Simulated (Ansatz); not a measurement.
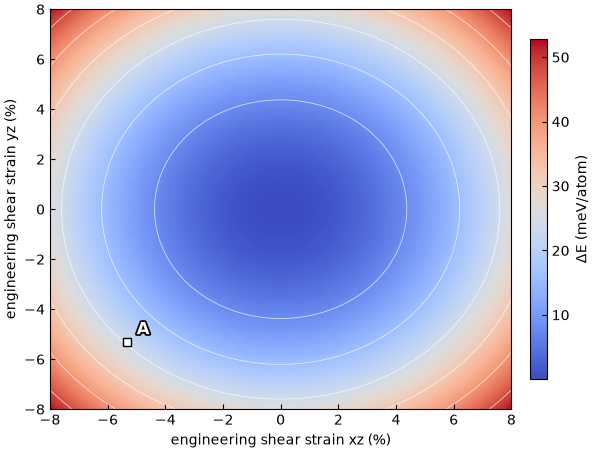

Ge (Ia-3, No. 206; 8 atoms in the cell). The energy is mapped over two homogeneous strains (x, y and z along the cube axes). Coordinates scanned: (1) engineering shear strain xz; (2) engineering shear strain yz. Nothing is relaxed (fractional coordinates fixed). Grid: 7 × 7 points; 13 points were computed and 36 follow by symmetry. Points are written as (first, second). All energies are given in meV/atom relative to the lowest grid point. All numbers below come from DFT PBE, scalar-relativistic, plane waves, PAW in Ansatz 0.2.0. Settings: cutoff 420 eV, k-mesh 8×8×8, gaussian smearing 0.15 eV, no spin polarisation.

In the figure: a smooth colour map with a few white contour lines, the point A. Between grid points the surface is interpolated.

Question: Is A at rest? If not, where is it pushed?

Answer: A, at (−5.3 %, −5.3 %), is not a stationary point. The computed force is 4.4 meV/atom for each 1 % towards larger values of engineering shear strain xz and 4.4 meV/atom for each 1 % towards larger values of engineering shear strain yz.

PAW datasets: the set soft_1.
